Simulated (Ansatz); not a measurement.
# Geometry relaxation, with input and output: W (part 2 of 2)

Continued. System: W (slab, 5 atoms in the cell). Method: DFT PBE, scalar-relativistic, plane waves, PAW, no spin polarisation (Ansatz 0.2.0); cutoff 420 eV, 13×13×1 k-mesh, Gaussian smearing of 0.1 eV. It belongs to a series of runs on one base structure; here: (1 1 0) slab, atoms relaxed.

Geometry of the input (Å; fractional positions):
```
2.7570  0.0000  0.0000
-0.9190  2.5994  0.0000
0.0000  0.0000  24.0044
W  0.5000  0.5000  0.3124
W  0.0000  0.0000  0.4062
W  0.5000  0.5000  0.5000
W  0.0000  0.0000  0.5938
W  0.5000  0.5000  0.6876
```

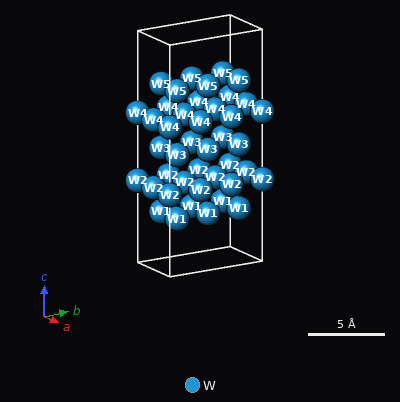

*The geometry at step 2 of the log (spheres-only view of the 2 × 3 repeat of the cell, with the vacuum cut short, seen slightly off an axis; atoms are numbered from 1 in the order of the input).*

Output, continued
```
SCF iter   1: F=—  HF=-51921.259505 eV  |F-HF|=—  |Δ(HF+E_count)|=         —  Δρ=9.51e-3  dr2=5.80e-1  ethr=8.32e-4  p=-0.000 e·Å  D=-4.67e-8 V/Å  ΔV_dip=0.00 eV  dr2_dipole=2.75e-12  V_vac-E_F(+/−)=4.57/4.57 eV  ⟨swp⟩=1.5  Hψ=7497  notcnv=0  defer=53
efield: sawtooth ramp at fractional position 0.9800 (handed on by an earlier solve), width 0.0400; the density the first Hamiltonian is built on has a dipole p = -0.000 e·Å; the dipole correction subtracts the counter field D = -4.67e-8 V/Å, which shifts the + side's vacuum level by +0.00 eV against the − side's; the planar-averaged density in the ramp window peaks in size at 3.7e-7 e/Å³
preconditioner: auto → LDOS  [metal: Δε(μ)=0.011 eV  Ē_g=4.723 eV  σ=0.100 eV  W_gap=0.06  n_scr=16 (ndim 8)  ℏωp=15.5 eV  f_vac=0.468  D(μ)=3.26/eV (n_scr^D=14)  β→1.0]
SCF iter   2: F=—  HF=-51921.232156 eV  |F-HF|=—  |Δ(HF+E_count)|=   2.73e-2  Δρ=6.01e-3  dr2=2.65e-1  ethr=8.28e-4  p=0.000 e·Å  D=1.98e-7 V/Å  ΔV_dip=-0.00 eV  dr2_dipole=7.19e-14  V_vac-E_F(+/−)=4.81/4.81 eV  ⟨swp⟩=3.7  Hψ=4173  notcnv=0  defer=53
SCF iter   3: F=—  HF=-51921.195419 eV  |F-HF|=—  |Δ(HF+E_count)|=   3.67e-2  Δρ=1.17e-3  dr2=1.00e-2  ethr=3.79e-4  p=0.000 e·Å  D=4.63e-8 V/Å  ΔV_dip=-0.00 eV  dr2_dipole=8.30e-12  V_vac-E_F(+/−)=4.72/4.72 eV  ⟨swp⟩=2.0  Hψ=3416  notcnv=0  defer=61
SCF iter   4: F=—  HF=-51921.194726 eV  |F-HF|=—  |Δ(HF+E_count)|=   6.93e-4  Δρ=3.16e-4  dr2=2.96e-4  ethr=1.43e-5  p=0.000 e·Å  D=1.31e-7 V/Å  ΔV_dip=-0.00 eV  dr2_dipole=5.38e-13  V_vac-E_F(+/−)=4.74/4.74 eV  ⟨swp⟩=2.6  Hψ=3184  notcnv=0  defer=63
SCF iter   5: F=—  HF=-51921.194786 eV  |F-HF|=—  |Δ(HF+E_count)|=   6.04e-5  Δρ=1.18e-4  dr2=4.17e-5  ethr=4.22e-7  p=0.000 e·Å  D=1.22e-7 V/Å  ΔV_dip=-0.00 eV  dr2_dipole=1.71e-12  V_vac-E_F(+/−)=4.74/4.74 eV  ⟨swp⟩=2.7  Hψ=3384  notcnv=0  defer=63
SCF iter   6: F=—  HF=-51921.194754 eV  |F-HF|=—  |Δ(HF+E_count)|=   3.17e-5  Δρ=3.59e-5  dr2=2.19e-6  ethr=5.96e-8  p=0.000 e·Å  D=3.44e-8 V/Å  ΔV_dip=-0.00 eV  dr2_dipole=2.38e-13  V_vac-E_F(+/−)=4.74/4.74 eV  ⟨swp⟩=2.8  Hψ=3309  notcnv=0  defer=63
SCF iter   7: F=—  HF=-51921.194756 eV  |F-HF|=—  |Δ(HF+E_count)|=   1.85e-6  Δρ=1.08e-5  dr2=1.78e-7  ethr=3.13e-9  p=0.000 e·Å  D=2.52e-8 V/Å  ΔV_dip=-0.00 eV  dr2_dipole=5.58e-14  V_vac-E_F(+/−)=4.74/4.74 eV  ⟨swp⟩=2.6  Hψ=3267  notcnv=0  defer=63
SCF iter   8: F=-51921.194757 eV  HF=-51921.194757 eV  |F-HF|=5.03e-9  |Δ(HF+E_count)|=   3.42e-7  Δρ=2.43e-6  dr2=1.42e-8  ethr=1.43e-10  p=0.000 e·Å  D=7.37e-10 V/Å  ΔV_dip=-0.00 eV  dr2_dipole=2.52e-14  V_vac-E_F(+/−)=4.74/4.74 eV  ⟨swp⟩=20.0  Hψ=18961  notcnv=0
SCF 3 converged in 8 iterations: F = -51921.194757 eV  dr2 = 1.42e-8
  greatest PAW one-centre occupation: 1.000 electrons in one spin orbital (limit 2), on the W atom at site 4 (counted from 0), in its partial waves of l = 0
relax step   3: F+E_penalty+E_count = -51921.19475660 eV  Δ(F+E_penalty+E_count) = -4.761e-2 eV  max|allowed force component| = 2.407e-1 eV/Å  Δτ_max = 0.0946 Å  (8 SCF iters, accepted)
SCF iter   1: F=—  HF=-51921.202066 eV  |F-HF|=—  |Δ(HF+E_count)|=         —  Δρ=1.58e-3  dr2=1.55e-2  ethr=2.40e-4  p=0.000 e·Å  D=7.37e-10 V/Å  ΔV_dip=-0.00 eV  dr2_dipole=1.87e-13  V_vac-E_F(+/−)=4.73/4.73 eV  ⟨swp⟩=2.1  Hψ=3674  notcnv=0  defer=57
efield: sawtooth ramp at fractional position 0.9800 (handed on by an earlier solve), width 0.0400; the density the first Hamiltonian is built on has a dipole p = 0.000 e·Å; the dipole correction subtracts the counter field D = 7.37e-10 V/Å, which shifts the + side's vacuum level by -0.00 eV against the − side's; the planar-averaged density in the ramp window peaks in size at 1.3e-6 e/Å³
preconditioner: auto → LDOS  [metal: Δε(μ)=0.006 eV  Ē_g=4.716 eV  σ=0.100 eV  W_gap=0.03  n_scr=16 (ndim 8)  ℏωp=15.5 eV  f_vac=0.464  D(μ)=3.48/eV (n_scr^D=14)  β→1.0]
SCF iter   2: F=—  HF=-51921.201208 eV  |F-HF|=—  |Δ(HF+E_count)|=   8.58e-4  Δρ=1.05e-3  dr2=8.03e-3  ethr=2.21e-5  p=-0.000 e·Å  D=-8.65e-8 V/Å  ΔV_dip=0.00 eV  dr2_dipole=2.34e-13  V_vac-E_F(+/−)=4.78/4.78 eV  ⟨swp⟩=2.7  Hψ=3315  notcnv=0  defer=52
SCF iter   3: F=—  HF=-51921.200118 eV  |F-HF|=—  |Δ(HF+E_count)|=   1.09e-3  Δρ=2.14e-4  dr2=3.02e-4  ethr=1.15e-5  p=-0.000 e·Å  D=-4.43e-8 V/Å  ΔV_dip=0.00 eV  dr2_dipole=1.34e-15  V_vac-E_F(+/−)=4.77/4.77 eV  ⟨swp⟩=2.8  Hψ=3730  notcnv=0  defer=52
SCF iter   4: F=—  HF=-51921.200036 eV  |F-HF|=—  |Δ(HF+E_count)|=   8.22e-5  Δρ=5.94e-5  dr2=1.29e-5  ethr=4.32e-7  p=-0.000 e·Å  D=-4.21e-8 V/Å  ΔV_dip=0.00 eV  dr2_dipole=7.32e-15  V_vac-E_F(+/−)=4.77/4.77 eV  ⟨swp⟩=2.4  Hψ=3025  notcnv=0  defer=52
iter 5 did not close the SCF: its close was put off until two iterations running show no level that it waits for move by more than its bar (scf_convergence_deferred on its scf_iter line)
SCF iter   5: F=-51921.200038 eV  HF=-51921.200039 eV  |F-HF|=4.03e-7  |Δ(HF+E_count)|=   2.96e-6  Δρ=2.08e-5  dr2=1.31e-6  ethr=5.17e-9  p=-0.000 e·Å  D=-1.46e-8 V/Å  ΔV_dip=0.00 eV  dr2_dipole=9.78e-14  V_vac-E_F(+/−)=4.77/4.77 eV  ⟨swp⟩=20.6  Hψ=21628  notcnv=0
SCF iter   6: F=-51921.200039 eV  HF=-51921.200039 eV  |F-HF|=8.83e-8  |Δ(HF+E_count)|=   3.19e-7  Δρ=5.40e-6  dr2=3.93e-8  ethr=1.87e-9  p=-0.000 e·Å  D=-3.24e-9 V/Å  ΔV_dip=0.00 eV  dr2_dipole=8.81e-15  V_vac-E_F(+/−)=4.77/4.77 eV  ⟨swp⟩=11.0  Hψ=17301  notcnv=0
SCF 4 converged in 6 iterations: F = -51921.200039 eV  dr2 = 3.93e-8
relax step   4: F+E_penalty+E_count = -51921.20003911 eV  Δ(F+E_penalty+E_count) = -5.283e-3 eV  max|allowed force component| = 1.972e-2 eV/Å  Δτ_max = 0.0164 Å  (6 SCF iters, dr2 threshold 3.62e-6 eV, accepted)
iter 1 solved again at ethr=5.60e-11 eV; its pass at ethr=3.10e-3 eV (dr2=3.92e-8 eV) is discarded
SCF iter   1: F=—  HF=-51921.200084 eV  |F-HF|=—  |Δ(HF+E_count)|=         —  Δρ=5.44e-6  dr2=3.93e-8  ethr=5.60e-11  p=-0.000 e·Å  D=-3.24e-9 V/Å  ΔV_dip=0.00 eV  dr2_dipole=8.97e-15  V_vac-E_F(+/−)=4.77/4.77 eV  ⟨swp⟩=1.0  Hψ=5292  notcnv=0
efield: sawtooth ramp at fractional position 0.9800 (handed on by an earlier solve), width 0.0400; the density the first Hamiltonian is built on has a dipole p = -0.000 e·Å; the dipole correction subtracts the counter field D = -3.24e-9 V/Å, which shifts the + side's vacuum level by +0.00 eV against the − side's; the planar-averaged density in the ramp window peaks in size at 1.3e-6 e/Å³
preconditioner: auto → LDOS  [metal: Δε(μ)=0.005 eV  Ē_g=4.719 eV  σ=0.100 eV  W_gap=0.03  n_scr=16 (ndim 8)  ℏωp=15.5 eV  f_vac=0.465  D(μ)=3.51/eV (n_scr^D=14)  β→1.0]
SCF iter   2: F=-51921.200039 eV  HF=-51921.200039 eV  |F-HF|=2.12e-9  |Δ(HF+E_count)|=   4.46e-5  Δρ=2.10e-6  dr2=1.20e-8  ethr=5.60e-11  p=0.000 e·Å  D=3.18e-10 V/Å  ΔV_dip=-0.00 eV  dr2_dipole=1.15e-17  V_vac-E_F(+/−)=4.77/4.77 eV  ⟨swp⟩=11.7  Hψ=15522  notcnv=0
SCF 5 converged in 2 iterations: F = -51921.200039 eV  dr2 = 1.20e-8
relax step   5: F+E_penalty+E_count = -51921.20003911 eV  Δ(F+E_penalty+E_count) = -3.900e-9 eV  max|allowed force component| = 1.980e-2 eV/Å  Δτ_max = 0.0000 Å  (2 SCF iters, accepted)
WARN: The output density's exchange-correlation potential varies sharply where the density is thin. Do not read a vacuum level from v_tot or v_xc, or from such a field of the output density. On a cell that repeats whose density bears no net charge and no dipole along the vacuum's axis use v_es (v_loc + v_h of the components); under efield.dipole_correction with no amplitude use v_es + v_field, which holds any external_charges[].barrier, or the levels of the report's work_function block, which leave it out; under a non-zero efield.amplitude the vacuum is tilted and has no level; on a cell that repeats and bears such a dipole with no correction it is tilted too, and efield.dipole_correction with no amplitude gives each side of its ramp a level where efield: is served; in a cell that repeats whose density bears a net charge (total_charge, or a fill off its count) it is curved and has none; of a slab under crystal.periodic whose density bears no net charge use v_es, which has a level on each side, short of where the two are joined; of another it falls or rises all the way out and has none; of a slab beside external_charges read slab_vacuum_level instead, which it has where they leave it neutral. The grid or the basis barely resolves most such structure, and the values can differ between equally converged runs; as a rule a tighter scf.convergence.dr2_threshold does not remove it. Where the density itself ripples (under the LDA too) a higher basis.ecutwfc lessens it. The files hold the spikes' plane waves up to the density's cutoff. Files: v_tot_of_output_density and the like, and their columns of v_z.tsv (output.write_potential); v_xc_of_output_density and the like, and their columns of v_comp_z.tsv (output.write_potential_components). Measured: with its Gaussian average of σ = 0.25 Å subtracted twice, the exchange-correlation potential is over 0.1 eV at 366 of the grid points where the equally averaged density (valence and model cores) is under 1e-3 e/Å³, and 0.765 eV at the most among them, at an averaged density of 5.9e-8 e/Å³. See output.write_potential in the manual, Limitations
SCF converged after 2 iterations
Free energy (F): -51921.200039 eV
Harris-Foulkes:  -51921.200039 eV  (|F-HF|=2.12e-9)
Internal energy: -51921.182477 eV  (E = F + TS)
E sigma→0 (E₀):  -51921.191258 eV
Entropy (-TS):   -0.017562 eV (-3.512 meV/atom)
Fermi energy:    7.926837 eV
Dipole field:    D = -0.000000 V/Å  (p = -0.000000 e·Å, saw-weighted, corrected)
Work function:   Φ+ = 4.7740 eV   Φ− = 4.7740 eV
Levels:          The Fermi level and band energies are counted from a zero that moves with the ramp; work functions are not
--- Per-component energies (eV) ---
  E_band       = -1424.915061
  E_kinetic    = 2241.731178
  E_local      = -75958.362755  (includes V_loc(G=0)·N_el)
  E_nonlocal   = 4.735085
  E_hartree    = 37049.680497
  E_xc         = -1330.099586
  E_vxc        = -1187.857928  (∫ρ·V_xc dr)
  E_paw        = -42812.292991  (= ΣΔE_a)
  E_vpaw       = -624.530919  (= ΣTr[D̂ρ^β])
  E_aug_tail   = -0.000302  (compensation charges beyond the density's cutoff)
  E_efield     = 0.000000  (sawtooth field / dipole correction)
  E_vefield    = 0.000000  (∫n·V_field dr)
  E_ewald      = 28883.426398
  E_smearing   = -0.017562  (= −TS)
  E_closure    = -0.000000  (closes the sum)
  Σ components = -51921.200039   (vs F -51921.200039, Δ=0.00e0)
--- Forces (eV/Å), atoms counted from 1 ---
  atom   1  W      0.00000000    -0.00000000    -0.01979779
  atom   2  W     -0.00000000     0.00000000     0.00352117
  atom   3  W      0.00000000     0.00000000     0.00000143
  atom   4  W      0.00000000    -0.00000000    -0.00352286
  atom   5  W     -0.00000000     0.00000000     0.01979809
  max |Σ_I F_I| component: 3.06e-8 eV/Å
--- Band table (eV; the first three rows and the last of 49) ---
  k-point 0: bands = ["-66.2040", "-66.1719", "-66.1161", "-65.9680", "-65.9675", "-30.9972", "-30.7937", "-30.4317", "-30.2195", "-30.1319", "-30.0591", "-29.9489", "-29.8793", "-29.8790", "-29.8693", "-29.8564", "-29.7290", "-29.7192", "-29.5848", "-29.5848", "-1.2907", "-0.2552", "1.1095", "1.8347", "1.8663", "4.4989", "4.8995", "5.6475", "6.2454", "6.3597", "6.5035", "6.6622", "6.7507", "6.7936", "6.9576", "7.8775", "7.9047", "8.6327", "9.5449", "9.6935", "9.7099", "9.8803"]
  k-point 1: bands = ["-66.1990", "-66.1678", "-66.1134", "-65.9650", "-65.9646", "-30.9781", "-30.7875", "-30.4560", "-30.2395", "-30.1283", "-30.1118", "-29.9297", "-29.9088", "-29.9071", "-29.8934", "-29.8813", "-29.7474", "-29.7403", "-29.6106", "-29.6104", "-1.0858", "-0.0617", "1.3024", "2.0407", "2.0763", "4.5451", "4.9283", "5.6590", "6.0446", "6.2639", "6.3662", "6.5065", "6.6222", "6.9296", "7.2272", "7.5848", "8.1654", "8.2390", "9.3728", "9.4881", "9.7780", "9.8031"]
  k-point 2: bands = ["-66.1848", "-66.1564", "-66.1062", "-65.9567", "-65.9563", "-30.9238", "-30.7758", "-30.5313", "-30.3183", "-30.2243", "-30.1342", "-29.9972", "-29.9944", "-29.9548", "-29.9404", "-29.8778", "-29.8415", "-29.7945", "-29.6483", "-29.6465", "-0.5081", "0.4642", "1.7980", "2.5956", "2.6266", "4.6409", "4.9519", "5.6047", "5.7217", "5.7982", "6.1534", "6.3333", "6.3853", "6.9800", "7.3342", "7.5289", "7.8395", "8.7043", "9.2571", "9.3124", "9.5690", "9.7223"]
  k-point 48: bands = ["-66.0836", "-66.0599", "-66.0167", "-65.8658", "-65.8656", "-31.0360", "-30.9459", "-30.7945", "-30.6687", "-30.6558", "-30.5686", "-30.5568", "-30.5536", "-30.5069", "-30.3634", "-30.2501", "-30.1354", "-30.1212", "-29.9844", "-29.8577", "2.0106", "2.4223", "2.4883", "2.6871", "3.2553", "3.2842", "3.6224", "4.6717", "4.7261", "5.7341", "6.4126", "7.6164", "8.3581", "8.5796", "8.9538", "9.4342", "9.8800", "9.8882", "9.9648", "11.7364", "12.0400", "12.5415"]
--- Relaxed structure (5 steps of the walk, 4 accepted, 0 SCFs on fresh bases) ---
  F+E_penalty+E_count = -51921.20003911 eV   max|allowed force component| = 1.980e-2 eV/Å
  atoms:
    - { symbol: W, position: [0.5, 0.5, 0.31569875690618326] }
    - { symbol: W, position: [-3.439767676365759e-20, -1.0319303029234614e-19, 0.4060198310690638] }
    - { symbol: W, position: [0.5, 0.5, 0.49999999761112923] }
    - { symbol: W, position: [3.4397989261731575e-20, 1.0319396778656791e-19, 0.5939801707597216] }
    - { symbol: W, position: [0.5, 0.5, 0.6843012436539023] }
```

Trajectory as extended XYZ (Å, eV, eV/Å), 5 frames, from step=1 to step=5
```
5
Lattice="2.7570 0.0000 0.0000 -0.9190 2.5994 0.0000 0.0000 0.0000 24.0044" Properties=species:S:1:pos:R:3:forces:R:3 step=1 energy=-51921.14715
W     0.9190    1.2997    7.5000    0.0000   0.0000   0.6359
W     0.0000    0.0000    9.7511    0.0000   0.0000  -0.6459
W     0.9190    1.2997   12.0022    0.0000   0.0000   0.0000
W     0.0000    0.0000   14.2533    0.0000   0.0000   0.6459
W     0.9190    1.2997   16.5044    0.0000   0.0000  -0.6359
5
Lattice="2.7570 0.0000 0.0000 -0.9190 2.5994 0.0000 0.0000 0.0000 24.0044" Properties=species:S:1:pos:R:3:forces:R:3 step=2 energy=-51920.97978 accepted=F
W     0.9190    1.2997    7.6942    0.0000   0.0000  -1.5619
W     0.0000    0.0000    9.7154    0.0000   0.0000   1.6997
W     0.9190    1.2997   12.0022    0.0000   0.0000   0.0000
W     0.0000    0.0000   14.2890    0.0000   0.0000  -1.6997
W     0.9190    1.2997   16.3102    0.0000   0.0000   1.5619
5
Lattice="2.7570 0.0000 0.0000 -0.9190 2.5994 0.0000 0.0000 0.0000 24.0044" Properties=species:S:1:pos:R:3:forces:R:3 step=3 energy=-51921.19476
W     0.9190    1.2997    7.5946    0.0000   0.0000  -0.2149
W     0.0000    0.0000    9.7403    0.0000   0.0000   0.2407
W     0.9190    1.2997   12.0022    0.0000   0.0000   0.0000
W     0.0000    0.0000   14.2641    0.0000   0.0000  -0.2407
W     0.9190    1.2997   16.4099    0.0000   0.0000   0.2149
5
Lattice="2.7570 0.0000 0.0000 -0.9190 2.5994 0.0000 0.0000 0.0000 24.0044" Properties=species:S:1:pos:R:3:forces:R:3 step=4 energy=-51921.20004
W     0.9190    1.2997    7.5782    0.0000   0.0000  -0.0197
W     0.0000    0.0000    9.7463    0.0000   0.0000   0.0035
W     0.9190    1.2997   12.0022    0.0000   0.0000   0.0000
W     0.0000    0.0000   14.2582    0.0000   0.0000  -0.0035
W     0.9190    1.2997   16.4263    0.0000   0.0000   0.0197
5
Lattice="2.7570 0.0000 0.0000 -0.9190 2.5994 0.0000 0.0000 0.0000 24.0044" Properties=species:S:1:pos:R:3:forces:R:3 step=5 energy=-51921.20004
W     0.9190    1.2997    7.5782    0.0000   0.0000  -0.0198
W     0.0000    0.0000    9.7463    0.0000   0.0000   0.0035
W     0.9190    1.2997   12.0022    0.0000   0.0000   0.0000
W     0.0000    0.0000   14.2582    0.0000   0.0000  -0.0035
W     0.9190    1.2997   16.4263    0.0000   0.0000   0.0198
```

Key numbers

```tsv
quantity	value
outcome	converged
electrons treated	70
free energy	−51921.2000 eV
work function, top face	4.77 eV
work function, bottom face	4.77 eV
Fermi energy	7.927 eV
gap on the k-point mesh	none (metallic)
final volume	172.03 Å³
work function (upper face)	4.77 eV
largest force (length of the vector) at the end	0.020 eV/Å
hardware	2 threads of Arm Neoverse V1, 24 GiB of memory available, shared host
wall time	2.1 min (CPU time 4.3 min)
peak memory	0.56 GiB
```

Warnings of the run: the exchange-correlation potential is rough where the density is thin. Spin–orbit coupling is left out, which matters for W.
